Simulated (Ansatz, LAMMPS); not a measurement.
## Atom list for Glassy 68SiO2-14MgO-11ZnO-7BaO (mol %) (75 atoms)

This is the frame at 100 fs of a trajectory (instantaneous temperature 373 K). Method: Kohn-Sham DFT, PBE, PAW (set soft_2), plane waves (Ansatz 0.2.0); cutoff 420 eV, Γ point, fixed occupations; density 2.67 g/cm³.

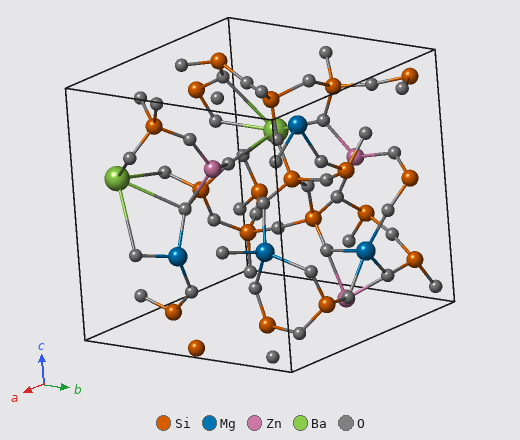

The structure (silicon orange, magnesium blue, zinc pink, barium green, oxygen grey). Bonds to atoms that aren't drawn are left out. Some periodic images of atoms are drawn too.

Cell vectors (Å):

```
10.485 0.000 0.000
0.000 10.485 0.000
0.000 0.000 10.485
```

Positions (Å):

```
1 Si 5.317 7.008 6.145
2 Si 5.523 2.466 5.188
3 Si 3.592 3.117 2.955
4 Si 6.825 9.546 1.672
5 Si 2.121 10.436 5.724
6 Si 5.761 10.188 7.036
7 Si 0.664 9.634 9.452
8 Si 0.963 9.409 1.887
9 Si 3.197 0.712 8.468
10 Si 4.997 5.990 9.237
11 Si 1.964 6.734 9.031
12 Si 0.738 1.512 3.643
13 Si 9.064 3.225 8.914
14 Si 3.255 6.248 3.839
15 Si 10.170 5.435 0.280
16 Si 4.404 2.975 10.290
17 Si 0.188 6.452 3.223
18 Si 7.262 1.997 0.528
19 Si 7.393 6.880 0.643
20 Mg 8.323 3.317 3.297
21 Mg 3.840 9.299 3.034
22 Mg 8.216 9.902 9.575
23 Mg 7.540 7.167 3.750
24 Zn 6.764 4.170 6.611
25 Zn 3.836 8.104 0.908
26 Zn 1.744 7.408 6.124
27 Ba 8.841 0.944 6.389
28 Ba 1.915 3.572 6.785
29 O 4.600 10.379 8.281
30 O 7.798 3.966 8.106
31 O 1.960 6.089 7.536
32 O 1.598 6.194 4.264
33 O 3.573 3.068 1.299
34 O 9.954 10.072 8.555
35 O 0.494 7.959 2.626
36 O 1.309 8.176 9.115
37 O 7.321 9.273 3.145
38 O 5.711 2.114 10.371
39 O 7.142 2.903 4.890
40 O 7.351 0.472 1.045
41 O 5.237 8.711 6.306
42 O 2.532 9.248 1.648
43 O 7.490 3.200 1.588
44 O 7.208 6.251 2.050
45 O 2.125 10.393 9.452
46 O 5.015 6.160 7.600
47 O 6.261 6.568 9.989
48 O 4.951 3.505 6.233
49 O 8.248 1.966 9.702
50 O 5.710 0.833 5.757
51 O 0.492 0.241 2.697
52 O 9.752 4.009 10.138
53 O 7.152 10.087 7.779
54 O 7.506 8.587 0.545
55 O 3.648 4.723 3.363
56 O 3.608 6.862 9.738
57 O 2.498 1.004 7.010
58 O 9.416 6.525 4.171
59 O 9.941 2.490 3.693
60 O 1.158 5.822 10.093
61 O 3.846 6.586 5.408
62 O 8.836 6.398 10.422
63 O 3.272 10.130 4.676
64 O 1.485 9.212 6.449
65 O 10.455 9.554 0.512
66 O 5.217 9.345 1.500
67 O 0.122 5.410 1.914
68 O 2.127 2.403 3.226
69 O 1.064 1.084 5.188
70 O 4.832 2.442 3.738
71 O 6.650 6.544 5.457
72 O 4.607 4.490 9.635
73 O 3.801 7.265 2.795
74 O 3.353 2.254 9.244
75 O 10.241 2.822 7.859
```

**Question.** What force acts on each atom?

Columns: atom, fx, fy, fz (forces in eV/Å).

```
1 -1.468 1.676 1.559
2 2.759 -2.187 -0.162
3 -1.704 0.852 -1.744
4 -0.899 0.136 1.896
5 1.862 1.042 -0.110
6 -2.718 -1.330 -1.046
7 1.347 -0.469 1.002
8 -2.337 -2.103 -0.433
9 -0.589 0.550 1.690
10 -1.341 0.019 -1.177
11 0.484 -0.162 0.621
12 0.493 2.970 -0.728
13 -1.116 0.385 -1.860
14 0.201 -2.256 1.459
15 -0.177 0.660 0.597
16 -2.193 1.163 1.135
17 0.166 1.182 -0.464
18 -1.047 2.686 0.712
19 1.905 -0.100 -1.385
20 -0.791 0.026 -0.205
21 0.949 0.761 1.613
22 0.161 0.488 -0.451
23 0.528 0.535 0.214
24 0.253 0.581 0.112
25 0.440 -1.283 -1.566
26 0.333 -0.216 0.019
27 0.670 0.322 -0.236
28 -0.006 0.019 0.110
29 0.038 0.645 -0.772
30 1.063 -0.252 0.654
31 -0.050 0.487 0.439
32 -0.063 0.276 -0.589
33 1.786 -0.045 -1.050
34 -1.770 0.428 -0.712
35 0.379 1.330 -0.558
36 -0.228 -0.754 -0.284
37 0.203 -1.162 0.824
38 1.582 -0.616 0.287
39 -0.401 0.208 0.586
40 0.461 -0.211 -0.469
41 0.747 -0.531 0.685
42 -0.898 1.216 -0.434
43 0.100 -1.486 -0.636
44 -0.513 0.346 1.194
45 0.607 1.493 -0.570
46 0.960 0.591 0.135
47 0.041 0.347 0.187
48 -0.749 0.299 0.643
49 0.810 -0.640 -0.453
50 0.105 0.336 1.325
51 0.380 -0.419 0.237
52 0.572 0.582 1.082
53 1.018 0.052 0.608
54 0.780 -1.702 -1.611
55 -0.490 -0.184 0.501
56 -0.816 0.547 -0.187
57 1.274 0.059 0.794
58 -0.518 -0.576 0.046
59 0.872 -0.853 0.468
60 -0.765 -0.420 0.201
61 -0.201 0.240 -1.264
62 1.081 0.007 0.508
63 -0.327 -0.091 -0.633
64 -1.211 -2.054 0.239
65 1.809 -0.066 -0.114
66 -0.729 0.166 0.291
67 -0.516 0.091 -0.085
68 -0.172 -0.248 0.769
69 -1.565 -0.094 -0.424
70 -0.834 -0.706 -0.875
71 0.401 -0.733 -0.615
72 0.048 -1.148 0.423
73 0.348 1.269 -0.614
74 -0.059 -1.471 -1.339
75 -0.753 -0.502 -0.007
```

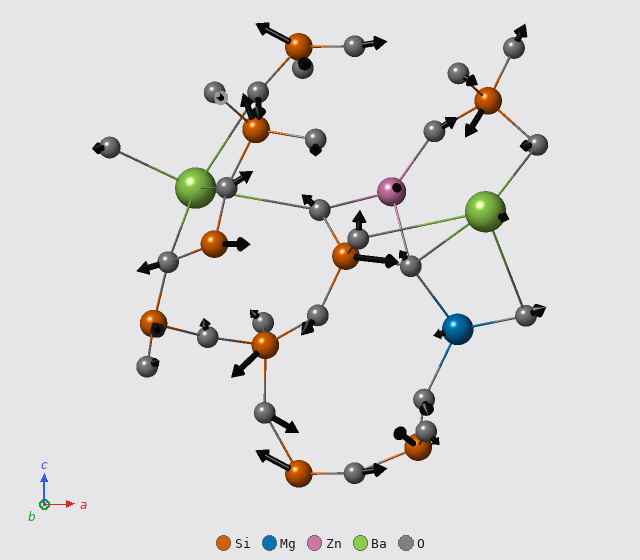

The forces as arrows, the longest 3.52 eV/Å. Drawn is a slice 5 Å thick, seen along the normal of the ac plane.

The quench rate of 25 K/ps is many orders above laboratory rates, so the cell is likely richer in defects and strain than a real sample. The network of bonds at the start is that of the classical potential that made the cell, and needn't be the one that DFT or experiment would give. Only the Γ point is sampled, in a cell whose shortest periodic width is 10 Å.

The r.m.s. force component is 0.956 eV/Å; the longest force, 3.52 eV/Å, acts on Si2. The energy lies 3.5 meV/atom above that of the first step of this run.

[Logs are printed without paths, hosts, clocks, repeated set-up lines and the standing remarks that a program may print on its own settings, such as how far it seeks lower states.]

[Hosts, paths, dates, database ids (printed as entryN), source tags and the programs' standing remarks are cut or masked in the printed files.]
